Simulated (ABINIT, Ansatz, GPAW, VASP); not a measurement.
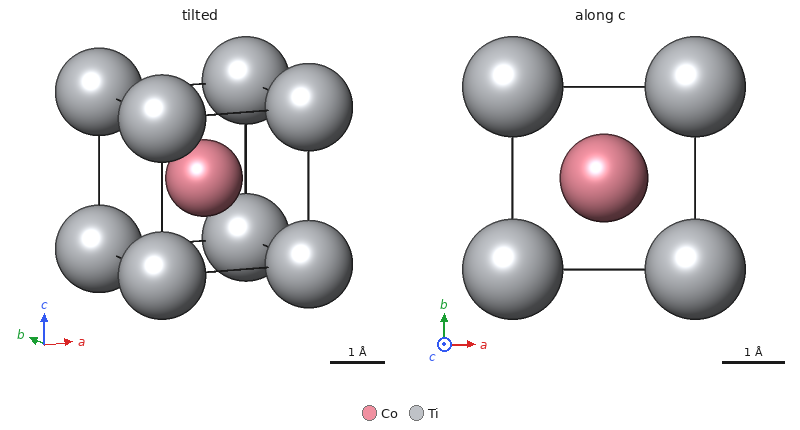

TiCo, caesium chloride (CsCl, B2) type, space group Pm-3m (No. 221), a = 2.986 Å, b = 2.986 Å, c = 2.986 Å, α = 90.00°, β = 90.00°, γ = 90.00° (13.31 Å³/atom). We look at a spheres-only model of the crystal slightly off an axis and along the c axis. Atoms at the boundary of the conventional unit cell (the box) are drawn once for each face, edge or corner they touch. The cell is a structure listed in the Materials Project. It needn't be the stable form of this composition.

The cell was scaled uniformly, at fixed shape and fractional positions, in five programs or potential sets. Alike in all runs: functional PBE; k mesh 9 × 9 × 9 on the run's cell of 2 atoms; occupations fermi-dirac, width 0.05 eV; collinear spin, ferromagnetic start; no spin-orbit coupling.

Energies from VASP (PBE potentials, release 64 Co, Ti_sv):

| volume (Å³/atom) | E − E(lowest point) (meV/atom) |
| --- | --- |
| 12.515 | 20.94 |
| 12.781 | 7.69 |
| 13.047 | 0.94 |
| 13.313 | 0.00 |
| 13.580 | 4.27 |
| 13.846 | 13.27 |
| 14.112 | 26.54 |

Question: Fit a third-order Birch-Murnaghan equation of state to these points.

Answer: V0 = 13.23 Å³/atom (a0 = 2.980 Å), B0 = 162 GPa and B0′ = 4.2. V0 lies 0.7 % below the volume of the cell as given.

The same fit in all programs:

```tsv
program	V0 (Å³/atom)	a0 (Å)	B0 (GPa)	B0′
VASP (PBE potentials, release 64 Co, Ti_sv)	13.23	2.980	162	4.2
Ansatz (Ansatz PAW soft_1)	?	?	?	?
GPAW (PAW data 1.2.1)	13.33	2.987	164	4.2
Ansatz LAPW (all-electron)	13.27	2.983	165	4.1
ABINIT (JTH PAW PBE v2.0)	13.29	2.984	164	4.1
```

Question: Estimate the row of Ansatz (Ansatz PAW soft_1).

Answer: V0 = 13.27 Å³/atom, a0 = 2.983 Å, B0 = 164 GPa and B0′ = 4.0. The other rows span 13.23 to 13.33 Å³/atom and 162 to 165 GPa.

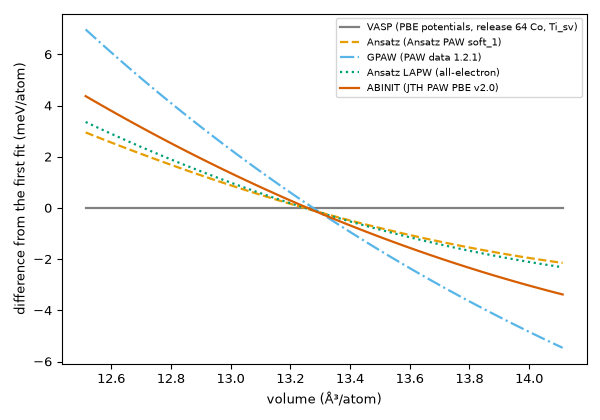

Each fitted curve, counted from its own minimum, less that of VASP (PBE potentials, release 64 Co, Ti_sv). With one functional throughout, the spread comes from potentials, basis sets and numerical settings; B0′ is uncertain by a few tenths over so narrow a range. Each run keeps the magnetic state that it reached from a ferromagnetic start.
